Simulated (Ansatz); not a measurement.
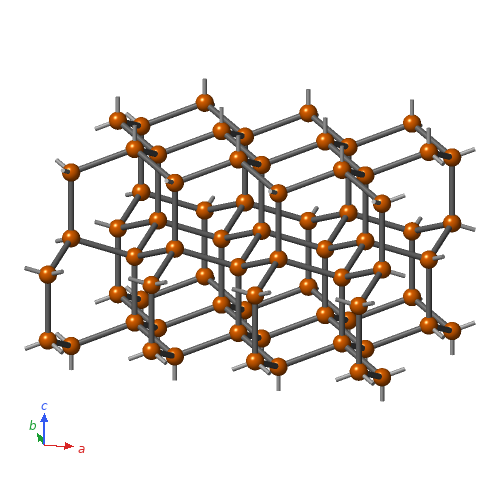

A cut-out of a periodic net derived from a crystal structure. Nodes are coloured by topological kind. Edges to nodes outside the piece are drawn as stubs.

What net is this?

A uninodal 4-connected, three-periodic net. It is the lon net, known from lonsdaleite, wurtzite and tridymite.

Give point symbol and coordination sequence.

6^6, sequence 4, 12, 25, 44.

Where the net comes from. System ZnO (space group P6_3mc, No. 186); source of the atomic positions: the geometry relaxed at fixed volume with Ansatz, DFT PBEsol, scalar-relativistic, plane waves, PAW. Bonds are taken as O–Zn below 2.2 Å. Simplification: prune 0- and 1-connected atoms, fold 2-connected ones into links. Zn and O are 4-connected nodes.
